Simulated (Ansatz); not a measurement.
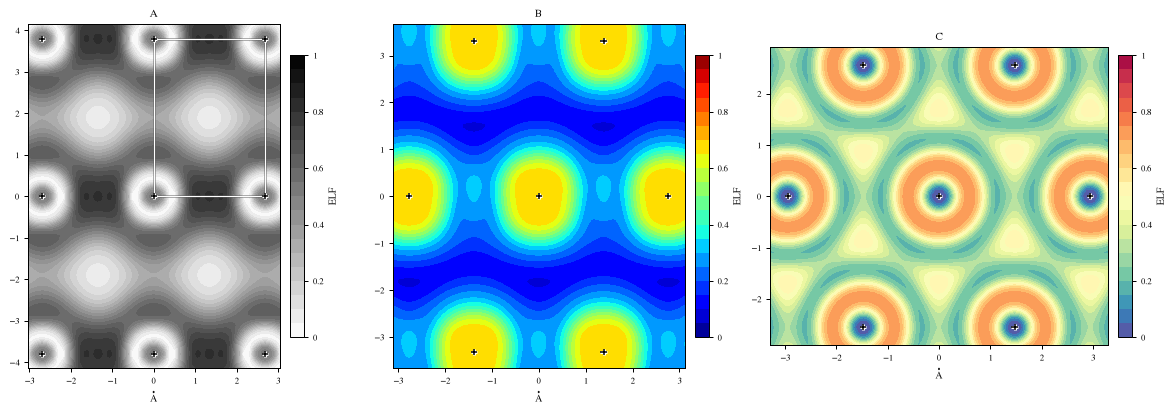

The electron localisation function of 3 systems, each on a plane through atoms (crosses mark nuclei in the plane).

The calculation used DFT, PBE, plane waves (420 eV) with PAW, scalar-relativistic (Ansatz).

System 1: Al, the (110) plane of the conventional cell. Space group Pm-3m; set up as Al, simple cubic; a generated structure, not necessarily the stable one; changed on purpose from its base cell (volume × 0.96); computed pressure about 3 GPa in this cell; computed without spin polarisation.

```
Al
1.0
     2.68505    0.00000    0.00000
     0.00000    2.68505    0.00000
     0.00000    0.00000    2.68505
Al
1
Direct
  0.00000 0.00000 0.00000
```

System 2: Ta, the (111) plane of the conventional cell. Space group Fm-3m; set up as Ta, fcc; a generated structure, not necessarily the stable one; changed on purpose from its base cell (volume × 0.96); computed pressure about 8 GPa in this cell; computed without spin polarisation.

```yaml
crystal:
  lattice:
    - [4.16593, 0.00000, 0.00000]
    - [0.00000, 4.16593, 0.00000]
    - [0.00000, 0.00000, 4.16593]
  atoms:
    - { symbol: Ta, position: [0.00000, 0.00000, 0.00000] }
    - { symbol: Ta, position: [0.50000, 0.50000, 0.00000] }
    - { symbol: Ta, position: [0.50000, 0.00000, 0.50000] }
    - { symbol: Ta, position: [0.00000, 0.50000, 0.50000] }
```

System 3: Pt, the (001) plane of the conventional cell. Space group Cmcm; set up as Pt, beta-Sn type; a generated structure, not necessarily the stable one; changed on purpose from its base cell (volume × 1.04); computed pressure about −8 GPa in this cell.

```
Pt
1.0
     0.35991    0.35991    2.71572
    -4.69067    4.69067    0.00000
    -2.63502   -2.63502    0.69868
Pt
4
Direct
  0.00000 0.64109 0.25000
  0.50000 0.14109 0.25000
  0.00000 0.35891 0.75000
  0.50000 0.85891 0.75000
```

Q: Which map belongs to which system?

A: Panel A is system 1, Al: the plane holds Al. Al–Al (2.69 Å): the ELF peaks at about 0.80 between the atoms. Panel B is system 3, Pt: the plane holds Pt. Pt–Pt (2.76 Å): the ELF is about 0.30 at the midpoint (no localised pair shows between them). Panel C is system 2, Ta: the plane holds Ta. Ta–Ta (2.95 Å): the ELF is about 0.30 at the midpoint.
